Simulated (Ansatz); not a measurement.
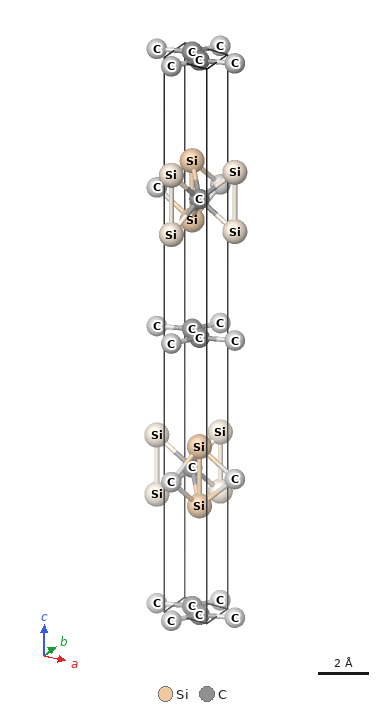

The image is a ball-and-stick drawing of a crystal, viewed slightly off an axis. The parallelepiped is the conventional unit cell. Bonded neighbours in the next cells are drawn too, in fainter colours. Cell: a = 2.63 Å, b = 2.63 Å, c = 23.18 Å, α = 90.00°, β = 90.00°, γ = 120.00°.

The model was built from a structure type filled with these elements by a generator (whether the compound takes this form wasn't checked). Earlier steps of the study, as a rule a relaxation of our own, may have changed the cell and positions, so they can lie some per cent off the listed ones. A calculation with Ansatz used it as input.

**Give a description of the structure.**

The formula is Si₂C₃. It is primitive hexagonal, space group P6_3/mmc (No. 194). It has 10 atoms to the cell (4 Si, 6 C). With the bonds drawn, the coordination numbers are Si 4 and C 3 to 6 (mean 4.0).

Method used: DFT PBE, scalar-relativistic, plane waves, PAW (Ansatz). It ran with E_cut = 420 eV, Brillouin-zone sampling on an 18×18×2 mesh, Gaussian smearing of 0.1 eV, no spin polarisation.

**What does the calculation say: metal or gapped?**

A metal: bands cross the Fermi level.

**List the Bader charges.**

Si +1.47 e; C -2.93 to 0.00 e.

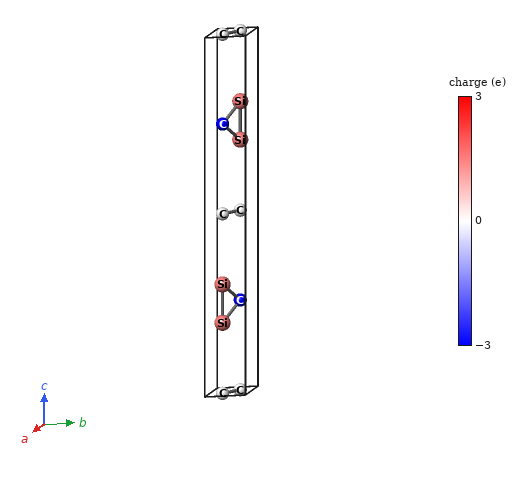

The atoms coloured by those charges. The run's cell of 10 atoms is drawn, so axes and origin can differ from the first picture.

**Does this geometry sit at a stationary point of the energy?**

Yes. All forces vanish to within 0.01 eV/Å. The pressure is 0.0 GPa, close to zero.
